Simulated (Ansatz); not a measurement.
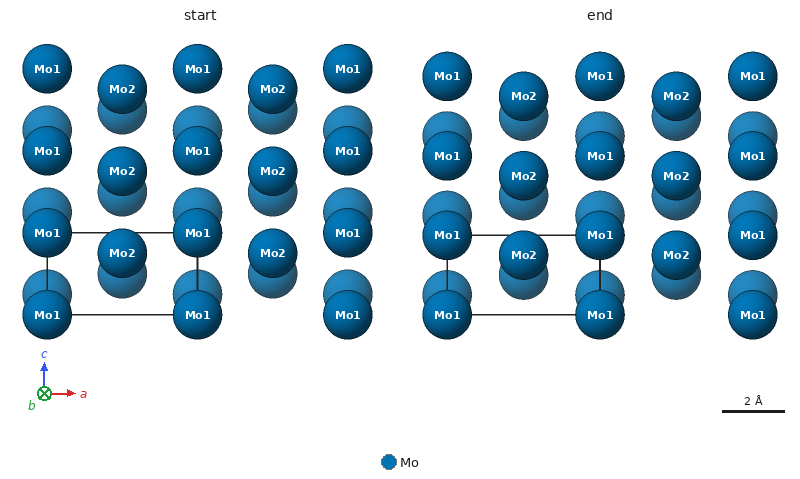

The structure of crystalline Mo (built on the beta-tin_141 type) before (left) and after (right) a relaxation, at one scale.

Style: spheres-only. Shown: the conventional cell (2 times the calculation's cell), repeated 2 × 1 × 3 with one cell outlined, along the b axis. Lengths and directions refer to the drawn axes.

Case: beta-tin type (I4_1/amd, No. 141).

These are results of Ansatz 0.2.0, DFT PBEsol, scalar-relativistic, plane waves, PAW, not measurements. (plane-wave cutoff 420 eV; k-point mesh 18 × 18 × 18; occupations gaussian; smearing width 0.1 eV; no spin polarisation; cell and atoms relaxed; force threshold 0.01 eV/Å; at most 80 steps)

Q: Describe what moved and what it gained.

A: Over 4 accepted moves (5 points after the start) the energy falls by 14.7 meV per atom. All forces vanish by symmetry, so only the cell relaxes. Pressure: 0.32 GPa at the start and −0.01 GPa at the end. The SCF was repeated once at an unchanged geometry on a basis and grid sized afresh for the cell, which shifted the energy by less than 0.05 meV per atom at most. The atoms keep their places relative to the cell (all moves are under 0.005 Å). The drawn cell changes as follows: a = b 4.927 → 5.009 Å (+1.7 %), c 2.688 → 2.604 Å (−3.1 %); the volume changes by +0.1 %. Some distances before and after: Mo1–Mo1 2.688 → 2.604 Å, Mo1–Mo2 2.554 → 2.587 Å. The space group stays I4_1/amd (No. 141).
